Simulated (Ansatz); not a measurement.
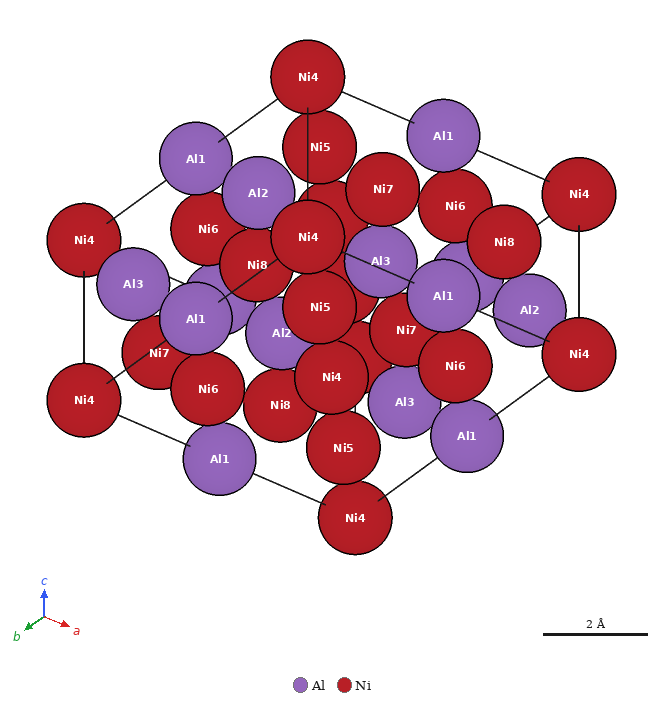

Fig. 1: The input geometry of the first run (spheres-only view of the cell 2 times as large as that of the calculation, set on its symmetry axes, seen at an oblique angle; atoms are numbered from 1 in the order of the input). An atom can appear more than once, as a periodic image.

## Al3Ni5: one change and its effect

System: Al3Ni5 (Cmmm, 8 atoms in the cell).
Method of the first run: DFT PBEsol, scalar-relativistic, plane waves, PAW, no spin polarisation (Ansatz 0.2.0).

The structure derives from a Materials Project entry. Text and figures count atoms from 1; the logs count them from 0 in places.

**Input file, the first run**
```yaml
crystal:
  lattice:
    - [3.293332276, -3.5258004052, 0.0]
    - [3.293332276, 3.5258004052, 0.0]
    - [0.0, 0.0, 3.7203545651]
  atoms:
    - { symbol: Al, position: [0.5, 0.5, 0.0] }
    - { symbol: Al, position: [0.7796888787, 0.2203111213, 0.5] }
    - { symbol: Al, position: [0.2203111213, 0.7796888787, 0.5] }
    - { symbol: Ni, position: [0.0, 0.0, 0.0] }
    - { symbol: Ni, position: [0.0, 0.5, 0.0] }
    - { symbol: Ni, position: [0.5, 0.0, 0.0] }
    - { symbol: Ni, position: [0.2762373066, 0.2762373066, 0.5] }
    - { symbol: Ni, position: [0.7237626934, 0.7237626934, 0.5] }
basis:
  ecutwfc: 420
kpoints:
  mp_grid: { grid: [8, 8, 10] }
hamiltonian:
  xc: pbesol
scf:
  occupations: { method: gaussian, width: 0.15 }
output:
  forces: true
  stress: true
  eigenvalues: true
```

Launched with:
```bash
ansatz run input.yaml --threads 2 --pin off --max-ram 5120MiB --backend cpu --events-out ev --progress --plain --runs-dir out
```

Hardware: 2 threads of Intel Xeon @ 2.50GHz (Skylake/Cascade Lake), 189 GiB of memory available, shared host.

**Output, shortened to warnings, some set-up lines, iterations and results (the first run)**
```
Basis set: ecut = 420 eV, 1681 PW (Γ), exchange–correlation on 72×72×50 points (8 copies of the dense FFT grid, shifted against one another)
Symmetry: 8 space group operations
k-points: 126 of 640
Initial density: superposition of atomic densities (neutral atoms: chi_scale 0, normalization atom), corrected by the library's trained network
[...]
SCF iter   1: F=—  HF=-30603.020204 eV  |F-HF|=—  |Δ(HF+E_count)|=         —  Δρ=2.47e-2  dr2=3.12e-1  ethr=1.77e-3  ⟨swp⟩=6.8  Hψ=29120  notcnv=0  defer=33
SCF iter   2: F=—  HF=-30602.976114 eV  |F-HF|=—  |Δ(HF+E_count)|=   4.41e-2  Δρ=6.16e-3  dr2=2.43e-2  ethr=3.15e-4  ⟨swp⟩=2.9  Hψ=15288  notcnv=0  defer=398
SCF iter   3: F=—  HF=-30602.972833 eV  |F-HF|=—  |Δ(HF+E_count)|=   3.28e-3  Δρ=1.65e-3  dr2=2.46e-3  ethr=2.45e-5  ⟨swp⟩=1.1  Hψ=7216  notcnv=0  defer=398
SCF iter   4: F=—  HF=-30602.972393 eV  |F-HF|=—  |Δ(HF+E_count)|=   4.40e-4  Δρ=3.42e-4  dr2=6.54e-5  ethr=2.48e-6  ⟨swp⟩=2.0  Hψ=10292  notcnv=0  defer=398
SCF iter   5: F=—  HF=-30602.972531 eV  |F-HF|=—  |Δ(HF+E_count)|=   1.38e-4  Δρ=1.07e-4  dr2=1.28e-5  ethr=6.61e-8  ⟨swp⟩=2.1  Hψ=11628  notcnv=0  defer=398
SCF iter   6: F=—  HF=-30602.972529 eV  |F-HF|=—  |Δ(HF+E_count)|=   1.98e-6  Δρ=3.38e-5  dr2=9.59e-7  ethr=1.29e-8  ⟨swp⟩=1.3  Hψ=7640  notcnv=0  defer=398
SCF iter   7: F=—  HF=-30602.972529 eV  |F-HF|=—  |Δ(HF+E_count)|=   2.17e-7  Δρ=1.44e-5  dr2=1.39e-7  ethr=1.01e-10  ⟨swp⟩=9.9  Hψ=35514  notcnv=0
SCF iter   8: F=-30602.972529 eV  HF=-30602.972529 eV  |F-HF|=4.82e-9  |Δ(HF+E_count)|=   1.71e-8  Δρ=3.14e-6  dr2=6.84e-9  ethr=1.01e-10  ⟨swp⟩=4.0  Hψ=26334  notcnv=0
SCF 1 converged in 8 iterations: F = -30602.972529 eV  dr2 = 6.84e-9
SCF converged after 8 iterations
Free energy (F): -30602.972529 eV
Harris-Foulkes:  -30602.972529 eV  (|F-HF|=4.82e-9)
Internal energy: -30602.937490 eV  (E = F + TS)
E sigma→0 (E₀):  -30602.955010 eV
Entropy (-TS):   -0.035039 eV (-4.380 meV/atom)
Fermi energy:    16.218418 eV
--- Per-component energies (eV) ---
  E_band       = -1514.986843
  E_kinetic    = 1512.870397
  E_local      = -20884.875403  (includes V_loc(G=0)·N_el)
  E_nonlocal   = 3216.437510
  E_hartree    = 8965.104944
  E_xc         = -551.861099
  E_vxc        = -648.786422  (∫ρ·V_xc dr)
  E_paw        = -9345.991198  (= ΣΔE_a)
  E_vpaw       = -2640.838476  (= ΣTr[D̂ρ^β])
  E_aug_tail   = 0.002286  (compensation charges beyond the density's cutoff)
  E_ewald      = -13515.668790
  E_core_change = 1.043861  (= ΣΔE_core)
  E_smearing   = -0.035039  (= −TS)
  E_closure    = -0.000000  (closes the sum)
  Σ components = -30602.972529   (vs F -30602.972529, Δ=0.00e0)
--- Forces (eV/Å), atoms counted from 1 ---
  atom   1  Al     0.00000000     0.00000000     0.00000000
  atom   2  Al    -0.00000000    -0.04736196    -0.00000000
  atom   3  Al     0.00000000     0.04736196     0.00000000
  atom   4  Ni     0.00000000     0.00000000     0.00000000
  atom   5  Ni    -0.00000000     0.00000000     0.00000000
  atom   6  Ni     0.00000000    -0.00000000     0.00000000
  atom   7  Ni     0.08176167     0.00000000     0.00000000
  atom   8  Ni    -0.08176167    -0.00000000    -0.00000000
  max |Σ_I F_I| component: 0.00e0 eV/Å
--- Stress (GPa, compression-positive) ---
        9.013443       0.000000      -0.000000
        0.000000      13.667232       0.000000
       -0.000000       0.000000       6.258914
  P = ⅓ Tr σ = 9.6465 GPa (96.465 kbar)
```

For the second run the input was changed thus:
```diff
-  mp_grid: { grid: [8, 8, 10] }
+  mp_grid: { grid: [4, 4, 5] }
```

What does this change do to the results?

The free energy of the second run is 1.8 meV per atom lower, which measures how much it depends on this numerical setting. The SCF takes 7 iterations against 8. The irreducible k-points go from 126 to 21. On the same kind of shared host the second run took about 0.18 times as long.

**Output, shortened to warnings, some set-up lines, iterations and results (the second run)**
```
Basis set: ecut = 420 eV, 1681 PW (Γ), exchange–correlation on 72×72×50 points (8 copies of the dense FFT grid, shifted against one another)
Symmetry: 8 space group operations
k-points: 21 of 80
Initial density: superposition of atomic densities (neutral atoms: chi_scale 0, normalization atom), corrected by the library's trained network
[...]
SCF iter   1: F=—  HF=-30603.037921 eV  |F-HF|=—  |Δ(HF+E_count)|=         —  Δρ=2.57e-2  dr2=3.36e-1  ethr=1.77e-3  ⟨swp⟩=6.7  Hψ=4842  notcnv=0  defer=2
SCF iter   2: F=—  HF=-30602.990502 eV  |F-HF|=—  |Δ(HF+E_count)|=   4.74e-2  Δρ=6.36e-3  dr2=2.57e-2  ethr=3.39e-4  ⟨swp⟩=2.9  Hψ=2490  notcnv=0  defer=78
SCF iter   3: F=—  HF=-30602.986893 eV  |F-HF|=—  |Δ(HF+E_count)|=   3.61e-3  Δρ=1.71e-3  dr2=2.58e-3  ethr=2.59e-5  ⟨swp⟩=1.3  Hψ=1254  notcnv=0  defer=78
SCF iter   4: F=—  HF=-30602.986422 eV  |F-HF|=—  |Δ(HF+E_count)|=   4.72e-4  Δρ=3.53e-4  dr2=5.92e-5  ethr=2.61e-6  ⟨swp⟩=2.1  Hψ=1765  notcnv=0  defer=78
SCF iter   5: F=—  HF=-30602.986571 eV  |F-HF|=—  |Δ(HF+E_count)|=   1.49e-4  Δρ=1.00e-4  dr2=9.03e-6  ethr=5.98e-8  ⟨swp⟩=2.1  Hψ=1975  notcnv=0  defer=78
SCF iter   6: F=—  HF=-30602.986569 eV  |F-HF|=—  |Δ(HF+E_count)|=   2.02e-6  Δρ=3.89e-5  dr2=1.45e-6  ethr=9.12e-9  ⟨swp⟩=2.2  Hψ=1863  notcnv=0  defer=78
SCF iter   7: F=-30602.986568 eV  HF=-30602.986568 eV  |F-HF|=7.12e-8  |Δ(HF+E_count)|=   2.68e-7  Δρ=1.11e-5  dr2=6.85e-8  ethr=1.01e-10  ⟨swp⟩=8.9  Hψ=5985  notcnv=0
SCF 1 converged in 7 iterations: F = -30602.986568 eV  dr2 = 6.85e-8
SCF converged after 7 iterations
Free energy (F): -30602.986568 eV
Harris-Foulkes:  -30602.986568 eV  (|F-HF|=7.12e-8)
Internal energy: -30602.941294 eV  (E = F + TS)
E sigma→0 (E₀):  -30602.963931 eV
Entropy (-TS):   -0.045274 eV (-5.659 meV/atom)
Fermi energy:    16.142698 eV
--- Per-component energies (eV) ---
  E_band       = -1515.655053
  E_kinetic    = 1512.737025
  E_local      = -20883.825477  (includes V_loc(G=0)·N_el)
  E_nonlocal   = 3216.160068
  E_hartree    = 8964.230330
  E_xc         = -551.873888
  E_vxc        = -648.803320  (∫ρ·V_xc dr)
  E_paw        = -9345.746709  (= ΣΔE_a)
  E_vpaw       = -2640.386989  (= ΣTr[D̂ρ^β])
  E_aug_tail   = 0.002286  (compensation charges beyond the density's cutoff)
  E_ewald      = -13515.668790
  E_core_change = 1.043861  (= ΣΔE_core)
  E_smearing   = -0.045274  (= −TS)
  E_closure    = 0.000000  (closes the sum)
  Σ components = -30602.986568   (vs F -30602.986568, Δ=0.00e0)
--- Forces (eV/Å), atoms counted from 1 ---
  atom   1  Al     0.00000000     0.00000000     0.00000000
  atom   2  Al    -0.00000000    -0.02475179    -0.00000000
  atom   3  Al     0.00000000     0.02475179     0.00000000
  atom   4  Ni     0.00000000     0.00000000     0.00000000
  atom   5  Ni    -0.00000000     0.00000000     0.00000000
  atom   6  Ni    -0.00000000    -0.00000000     0.00000000
  atom   7  Ni     0.06223879     0.00000000    -0.00000000
  atom   8  Ni    -0.06223879    -0.00000000     0.00000000
  max |Σ_I F_I| component: 1.39e-17 eV/Å
--- Stress (GPa, compression-positive) ---
        9.294373       0.000000      -0.000000
        0.000000      13.931936       0.000000
       -0.000000       0.000000       5.617444
  P = ⅓ Tr σ = 9.6146 GPa (96.146 kbar)
```

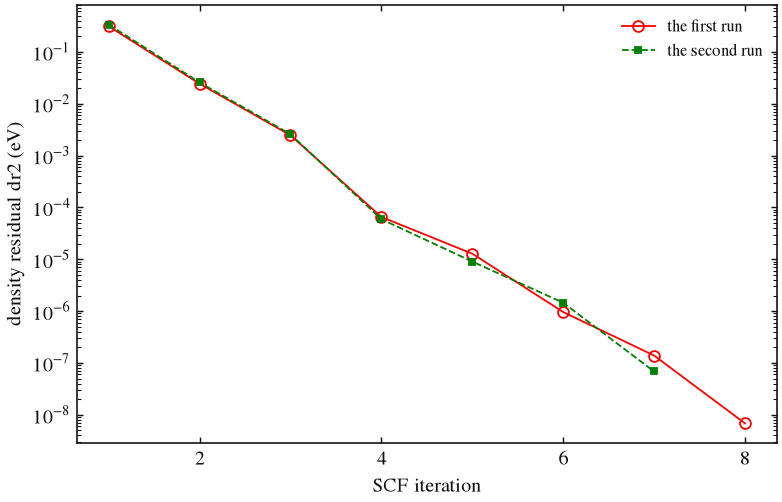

Fig. 2: Convergence of the two runs: density residual dr2 against the SCF iteration. The first run takes 8 iterations in all, and the second run takes 7.

**The two runs side by side**

```tsv
quantity	the first run	the second run
outcome	converged	converged
free energy per atom (eV)	−3825.3716	−3825.3733
energy per atom, smearing taken to zero (eV)	−3825.3694	−3825.3705
gap on the mesh (eV)	0.00	0.00
pressure (GPa)	9.65	9.61
largest force (eV/Å)	0.082	0.062
SCF iterations	8	7
irreducible k-points	126	21
plane waves at Γ	1681	1681
wall time (shared host)	49 s	8.6 s
```

For both runs: The run has no spin polarisation, so a magnetic state may lie lower. For the second run: These settings are looser than, or depart from, a standard set-up, so the numbers are not reference values for this system.
